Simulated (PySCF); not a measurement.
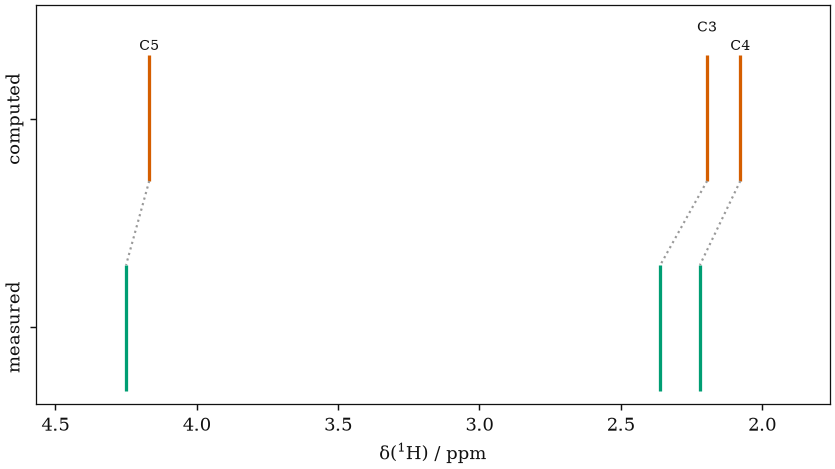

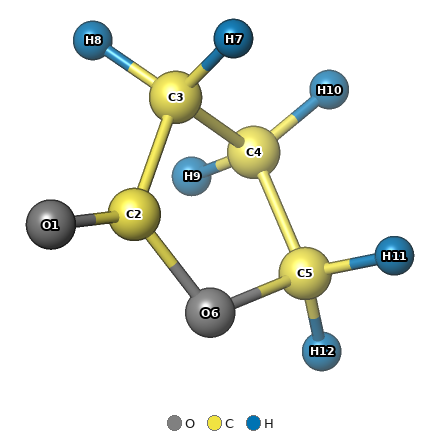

¹H shifts of C₄H₆O₂ (gamma-butyrolactone), SMILES O=C1CCCO1 against TMS: GIAO B97-D/pcSseg-2 (PySCF 2.14.0) for one gas-phase conformer (PBE0-D3(BJ)/def2-SVP, like atoms averaged; labels name one atom bearing the H of each set) above, published measurements (CCl4) below; dotted lines join the same nuclei. Only nuclei with a measured value are shown, one named for each set of like atoms.

How well does the calculation match?

Mean error −0.13 ppm, mean absolute error 0.13 ppm; the largest is −0.17 ppm, for H on C3.

Give the values.

| nucleus | computed | measured |
| --- | --- | --- |
| H on C5 | 4.17 | 4.25 |
| H on C3 | 2.19 | 2.36 |
| H on C4 | 2.08 | 2.22 |
